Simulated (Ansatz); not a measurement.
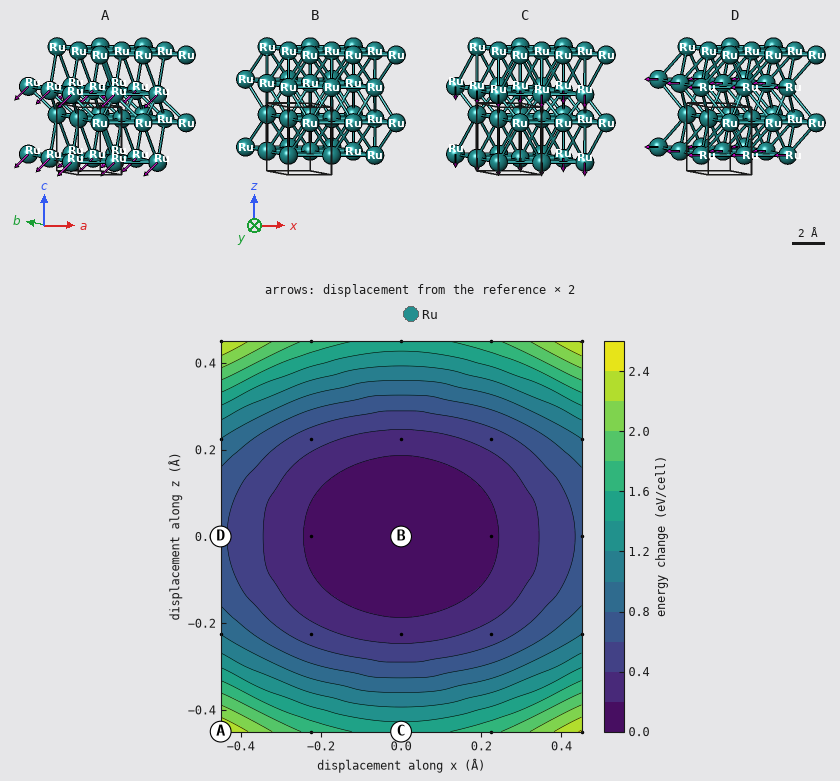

Energy scan for a crystal of Ru (P6_3/mmc), in which a Ru atom (one in each cell of 2 atoms) is moved over the plane of the Cartesian directions x and z, all else fixed. The map is interpolated between the computed points (dots). The lettered frames are marked on it. A ball-and-stick model of the cell of the calculation, repeated 3 × 3 × 2 with one cell outlined, seen nearly along the normal of the scanned plane. Purple arrows: displacements from the reference.

Computed with DFT PBE, scalar-relativistic, plane waves, PAW (Ansatz). Set-up: plane-wave cutoff 420 eV; k-point mesh 24 × 24 × 14; occupations gaussian; smearing width 0.15 eV; no spin polarisation. Energies (free energies at the smearing named) are counted from the relaxed crystal.

Where is the lowest point of the map, and what else does it tell?

In pairs of (displacement along x (Å); displacement along z (Å)): the lowest computed point lies at (0.000, 0.000) (0.00 eV/cell), the highest at (−0.450, −0.450), (−0.450, 0.450), (0.450, 0.450), (0.450, −0.450) (2.42 eV/cell).  Over the ranges scanned the energy rises more along the second axis, the displacement along z. The frames lie at A (−0.450, −0.450): 2.42 eV/cell, B (0.000, 0.000): 0.00 eV/cell, C (0.000, −0.450): 1.53 eV/cell, D (−0.450, 0.000): 0.63 eV/cell.
